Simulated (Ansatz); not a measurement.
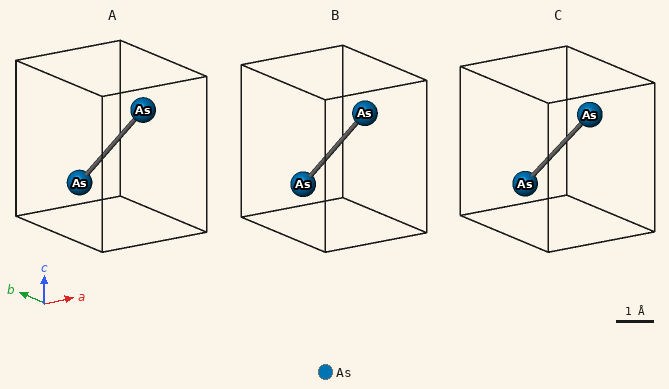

3 geometries from one relaxation of solid As (a generated structure, set up in P6_3/mmc), in shuffled order. Style: ball-and-stick. Shown: the cell of the calculation, from a free direction.

Phase: hcp.

Method: Ansatz 0.2.0, DFT, RPBE, plane waves (420 eV) with PAW, scalar-relativistic. (plane-wave cutoff 420 eV; k-point mesh 12 × 12 × 7; occupations fermi dirac; smearing width 0.1 eV; no spin polarisation; cell and atoms relaxed; force threshold 0.01 eV/Å; at most 60 steps)

**Order the frames from highest to lowest energy.**

B, A, C. They are steps 0, 2, 13, at +61.5 meV per cell of the calculation, +10.4 meV per cell of the calculation relative to the last. No atom moves by more than 0.005 Å relative to the cell. Cell: a = b 2.958 → 3.099 Å (+4.8 %), c 4.830 → 4.722 Å (−2.2 %). Volume +7.3 %. Near-neighbour distances that change, for instance: As–As 2.958 → 3.099 Å, As–As 2.958 → 2.963 Å. Bond angles that change, for instance: As–As–As 109.5° → 105.7°, As–As–As 60.0° → 63.1°. The space group stays P6_3/mmc (No. 194). After 10 accepted moves (13 points after the start) the energy has fallen by 61.5 meV per cell of the calculation. All forces vanish by symmetry, so only the cell relaxes. The pressure goes from 6.40 to 0.00 GPa. The line search rejected the trial step at point 7 of the run. The SCF was repeated twice at an unchanged geometry on a basis and grid sized afresh for the cell, which shifted the energy by 0.6 meV per cell of the calculation at most.
